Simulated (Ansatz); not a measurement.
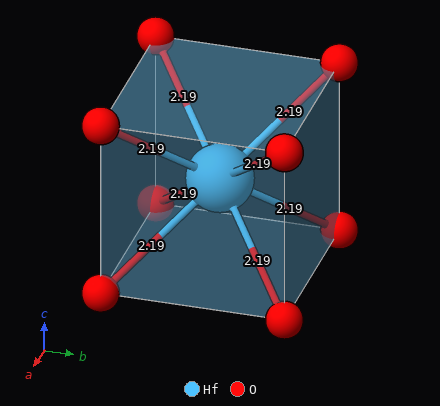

Coordination of Hf in HfO₂ (Fm-3m); bond lengths in Å. Shape measures S are computed against regular polyhedra or, for capped shapes, the nearer of the equal-edge and equal-bond forms. Geometry: the structure of a calculation's input, shown in its standard cell.

> What geometry does the central atom have?

HfO8: an essentially ideal cube (coordination number 8, S = 0.00; next best hexagonal bipyramid, S = 8.4).

> Does the central atom sit at the centroid of its ligands?

Yes, to within 0.01 Å; the site symmetry is m-3m.
